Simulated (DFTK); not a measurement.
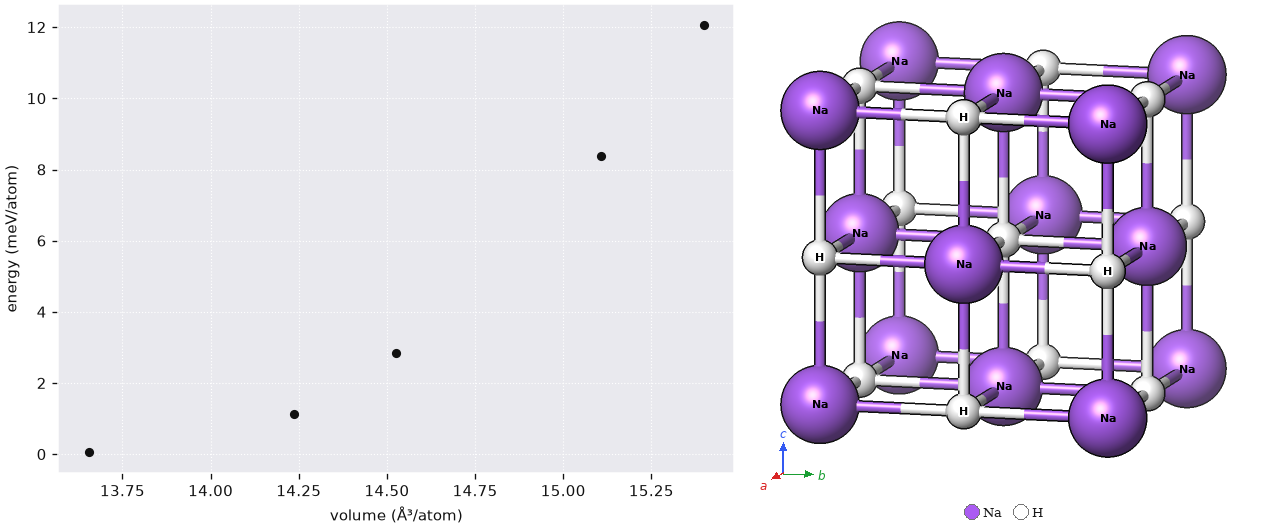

The plot gives the computed energy against volume for NaH, space group Fm-3m (No. 225). The conventional cell is drawn beside the plot.

Cell as given: a = 3.451 Å, b = 3.451 Å, c = 3.451 Å, α = 60.00°, β = 60.00°, γ = 60.00°; 2 atoms.

Computed with DFTK 0.8.2: plane-wave DFT, no spin polarisation; energies at scaled volumes of the given cell, shape and fractions fixed, counted from the fit's minimum, third-order Birch-Murnaghan fit. Level: PBEsol.

| setting | value |
| --- | --- |
| k mesh | 9×9×9 |
| occupations | Fermi–Dirac |
| smearing width | 0.05 eV |
| potentials | dojo.nc.sr.pbesol.v0_4_1.standard |
| wave cutoff | 1197 eV |

The points at volume 13.95 Å³/atom and 14.82 Å³/atom are left out of the plot. What values does the calculation give there?

```json
{"volume (Å³/atom)": "13.95", "energy (meV/atom)": "0.16"}
{"volume (Å³/atom)": "14.82", "energy (meV/atom)": "5.29"}
```
